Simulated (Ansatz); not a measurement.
Single-point calculation, with input and output: Ir

System: Ir (I4/mmm, 1 atom in the cell).
Method: DFT r2SCAN, scalar-relativistic, plane waves, PAW, no spin polarisation (Ansatz 0.2.0).

The structure derives from an entry of the Crystallography Open Database. It belongs to a series of runs on one base structure; here: ratio of the length along z to the lengths across it x 0.78, volume and fractional coordinates fixed. Figures and captions count atoms from 1; the log counts them from 0 in places.

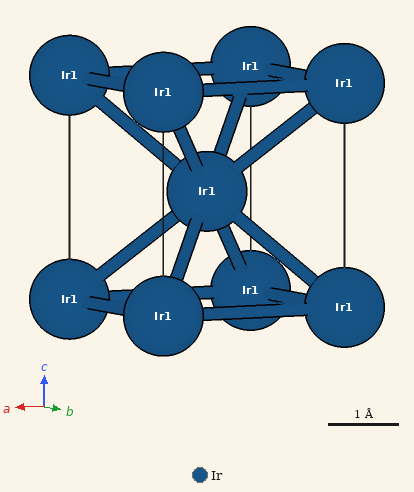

The structure (ball-and-stick view of the cell 2 times as large as that of the calculation, set on its symmetry axes, seen at an oblique angle; atoms are numbered from 1 in the order of the input). An atom can appear more than once, as a periodic image. Near neighbours in the periodic cell (some may lie outside the picture): Ir has 12 Ir at 2.64 to 2.95 Å.

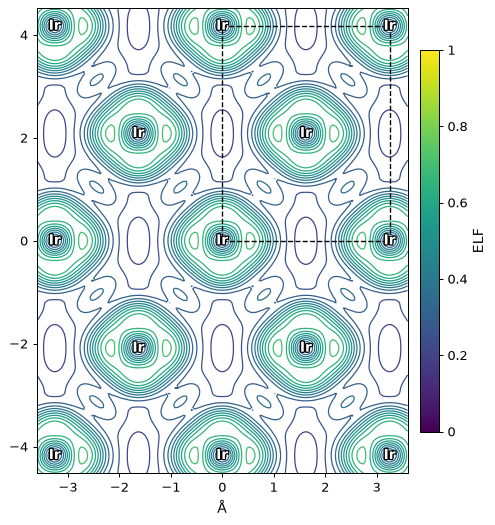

Electron localisation function on the (110) plane of the conventional cell. The section cuts through Ir sites. Ir–Ir (2.64 Å): the ELF is about 0.35 at the midpoint (nearly free electrons, as in a simple metal). The strong features right at Ir lie inside the PAW spheres (semicore, d or f shells) and say nothing about bonding. In a PAW calculation such maps are meaningful between the atoms, not at the nuclei.

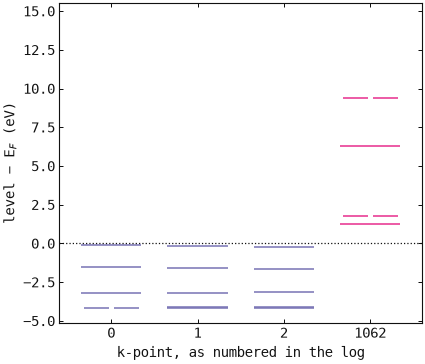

Kohn–Sham levels near the Fermi level (dotted) at the few k-points that the log prints; levels within 0.02 eV of each other stand side by side. The system is metallic on the full mesh.

The input that produced these results follows, with the program's output.

The input:
```yaml
crystal:
  lattice:
    - [0.0, 2.0854598384, 1.626658674]
    - [2.0854598384, 0.0, 1.626658674]
    - [2.0854598384, 2.0854598384, 0.0]
  atoms:
    - { symbol: Ir, position: [0.0, 0.0, 0.0] }
basis:
  ecutwfc: 500
kpoints:
  mp_grid: { grid: [24, 24, 24] }
hamiltonian:
  xc: r2scan
scf:
  occupations: { method: gaussian, width: 0.15 }
output:
  forces: true
  stress: true
  eigenvalues: true
  write_density: true
  write_potential: true
  elf: true
  volumetric_format: npy
```

Run as:
```bash
ansatz run input.yaml --threads 1 --pin off --max-ram 2560MiB --backend cpu --events-out ev --progress --plain --runs-dir out
```

Output:
```
Engine: ansatz 0.2.0, x86_64-unknown-linux-gnu
Pseudopotentials: kind: paw
Pseudopotential: Ir, paw, valence charge 17, recommended cutoff 500 eV (meta_gga), Ir.paw.azcp
Functional definition: r2SCAN
  parameter k0 = 0.174
  parameter k1 = 0.065
  parameter a1 = 4.9479
  exchange = r2scan_x(k0 = k0, k1 = k1, a1 = a1)
  correlation = r2scan_c
Crystal: 1 atoms, lattice volume = 14.149 Å³
Basis set: ecut = 500 eV, 337 PW (Γ), exchange–correlation on 80×80×96 points (64 copies of the dense FFT grid, shifted against one another)
Bands: 13, of which v1, the nominal top of the filled ones, is band 9 counted from 1 (8 counted from 0)
Symmetry: 16 space group operations
Space group: I4/mmm (ITA 139), of the structure as read, at distance tolerance 2.4e-5 Å
k-points: 1063 of 13824
Non-local potential: Ir, projectors of the file, l = 0: 3, l = 1: 2, l = 2: 2, l = 3: 1
PAW form: soft (Blöchl's): semilocal exchange-correlation on the pseudo side does not see the compensation charge
PAW frozen core: Ir, regenerated for the run's functional (the file was generated under x = pbe(κ = 0.804, μ = 0.2195149727645171), c = pbe(β = 0.06672455060314922))
PAW one-centre angular grid: Ir, 590 points (default); XC on 160 Gauss nodes
Initial density: superposition of atomic densities (neutral atoms: chi_scale 0, normalization atom), corrected by the library's trained network
Initial wavefunctions: pseudopotential atomic-orbital guess
Functional: x = r2scan, c = r2scan; τ floored in thin density (d = 2e-4 eV/Å³)
SCF iter   1: F=—  HF=-11948.172397 eV  |F-HF|=—  |Δ(HF+E_count)|=         —  Δρ=1.96e-2  dr2=2.07e-2  dr2_τ=4.23e-2  ethr=1.77e-3  ⟨swp⟩=5.0  Hψ=78761  notcnv=0
preconditioner: auto → none  [metal: Δε(μ)=0.008 eV  Ē_g=14.771 eV  σ=0.150 eV  W_gap=0.03  n_scr=0 (ndim 8)  ℏωp=29.6 eV  f_vac=0.000  D(μ)=1.47/eV (n_scr^D=18)]
SCF iter   2: F=—  HF=-11948.197908 eV  |F-HF|=—  |Δ(HF+E_count)|=   2.55e-2  Δρ=8.62e-3  dr2=2.32e-3  dr2_τ=6.37e-4  ethr=1.22e-4  ⟨swp⟩=2.7  Hψ=28796  notcnv=0  defer=204
SCF iter   3: F=—  HF=-11948.198732 eV  |F-HF|=—  |Δ(HF+E_count)|=   8.24e-4  Δρ=2.18e-3  dr2=1.36e-4  dr2_τ=4.66e-5  ethr=1.36e-5  ⟨swp⟩=2.0  Hψ=16991  notcnv=0  defer=204
SCF iter   4: F=—  HF=-11948.198831 eV  |F-HF|=—  |Δ(HF+E_count)|=   9.85e-5  Δρ=3.35e-4  dr2=6.38e-6  dr2_τ=2.06e-6  ethr=8.00e-7  ⟨swp⟩=2.2  Hψ=18235  notcnv=0  defer=204
SCF iter   5: F=—  HF=-11948.198833 eV  |F-HF|=—  |Δ(HF+E_count)|=   2.48e-6  Δρ=9.21e-5  dr2=3.02e-7  dr2_τ=4.69e-8  ethr=3.75e-8  ⟨swp⟩=2.5  Hψ=21400  notcnv=0  defer=204
SCF iter   6: F=-11948.198834 eV  HF=-11948.198834 eV  |F-HF|=1.71e-10  |Δ(HF+E_count)|=   4.24e-7  Δρ=8.02e-6  dr2=5.05e-9  dr2_τ=2.17e-9  ethr=5.88e-10  ⟨swp⟩=9.6  Hψ=91527  notcnv=0
SCF 1 converged in 6 iterations: F = -11948.198834 eV  dr2 = 5.05e-9
  greatest PAW one-centre occupation: 1.001 electrons in one spin orbital (limit 2), on the Ir atom at site 0 (counted from 0), in its partial waves of l = 1
SCF converged after 6 iterations
Free energy (F): -11948.198834 eV
Harris-Foulkes:  -11948.198834 eV  (|F-HF|=1.71e-10)
Internal energy: -11948.182140 eV  (E = F + TS)
E sigma→0 (E₀):  -11948.190487 eV
Entropy (-TS):   -0.016694 eV (-16.694 meV/atom)
Fermi energy:    25.374652 eV
--- Per-component energies (eV) ---
  E_band       = -98.676219
  E_kinetic    = 625.104978
  E_local      = -1069.353978  (includes V_loc(G=0)·N_el)
  E_nonlocal   = 74.683013
  E_hartree    = 412.078605
  E_xc         = -255.601162
  E_vxc        = -333.784756  (∫ρ·V_xc dr)
  E_paw        = -9250.111009  (= ΣΔE_a)
  E_vpaw       = -240.224801  (= ΣTr[D̂ρ^β])
  E_aug_tail   = -0.000016  (compensation charges beyond the density's cutoff)
  E_vtau       = 20.740110  (kinetic-family band-sum trace: ∫τ·v_τ [+ j·A + Jᵃ·Aᵃ] dr)
  E_ewald      = -2484.665677
  E_core_change = -0.316894  (= ΣΔE_core)
  E_smearing   = -0.016694  (= −TS)
  E_closure    = -0.000000  (closes the sum)
  Σ components = -11948.198834   (vs F -11948.198834, Δ=0.00e0)
--- Forces (eV/Å), atoms counted from 1 ---
  atom   1  Ir     0.00000000     0.00000000     0.00000000
  max |Σ_I F_I| component: 4.93e-32 eV/Å
--- Stress (GPa, compression-positive) ---
       -5.649713       0.000000      -0.000000
        0.000000      -5.649713      -0.000000
       -0.000000      -0.000000      44.760398
  P = ⅓ Tr σ = 11.1537 GPa (111.537 kbar)
--- Band table (eV; the first three rows and the last of 1063) ---
  k-point 0: bands = ["-69.2146", "-25.1201", "-25.1201", "-24.9368", "14.0918", "21.2181", "21.2181", "22.1460", "23.8254", "25.2453", "41.0656", "43.1539", "43.1539"]
  k-point 1: bands = ["-69.2132", "-25.1287", "-25.1246", "-24.9437", "14.1759", "21.2189", "21.2428", "22.1562", "23.7953", "25.2172", "41.1901", "43.1991", "43.2830"]
  k-point 2: bands = ["-69.2092", "-25.1573", "-25.1378", "-24.9606", "14.4233", "21.2164", "21.2799", "22.2262", "23.7168", "25.1442", "41.5298", "43.2863", "43.6651"]
  k-point 1062: bands = ["-69.0725", "-25.6750", "-25.6750", "-25.6685", "17.6556", "17.6959", "26.6534", "27.1737", "27.1737", "31.6643", "34.7938", "34.7938", "40.9465"]
```

Summary:

- outcome: converged
- space group (tolerance 0.01 Å): I4/mmm (139)
- electrons treated: 17
- free energy: −11948.1988 eV
- Fermi energy: 25.375 eV
- gap on the k-point mesh: none (metallic)
- pressure: 11.15 GPa
- largest force (length of the vector): under 0.001 eV/Å
- hardware: 1 thread of Intel Xeon @ 2.50GHz (Skylake/Cascade Lake), 192 GiB of memory available, shared host
- wall time: 40 s
- peak memory: 0.58 GiB

Spin–orbit coupling is left out, which matters for Ir.
